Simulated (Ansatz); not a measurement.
Au (R-3m, No. 166): the end point of a relaxation with DFT r2SCAN, scalar-relativistic, plane waves, PAW (Ansatz); the starting structure was generated, so it need not be a known form of this composition.

Space group R-3m:H (No. 166). a = 7.240 Å, b = 7.240 Å, c = 19.647 Å, α = 90.00°, β = 90.00°, γ = 120.00°
```
atom  site  symmetry       x       y       z
  Au   18h        .m  0.7962  0.2038  0.2286
  Au   18h        .m  0.2095  0.7905  0.0276
```

Q: What will a HAADF-like image along [210] show? Simulated incoherent Z contrast: every atom adds Z^1.8 spread by a probe of 0.53 Å full width; channelling and multiple scattering are left out. The probe carries 25 % of its weight in a tail 2.5 times as wide.

A: The columns repeat on a rectangular net of 3.62 × 6.55 Å (plane group p2mm). All columns are alike (Au). The shortest distance between visible columns is 0.81 Å in projection. Along the beam the structure repeats every 12.54 Å.

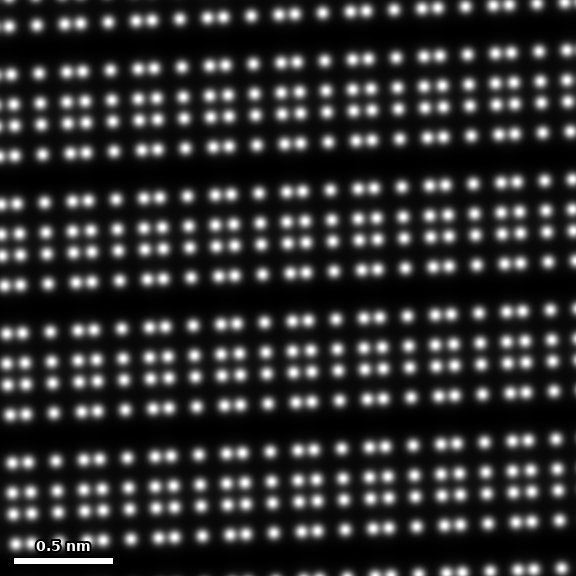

The simulated image.
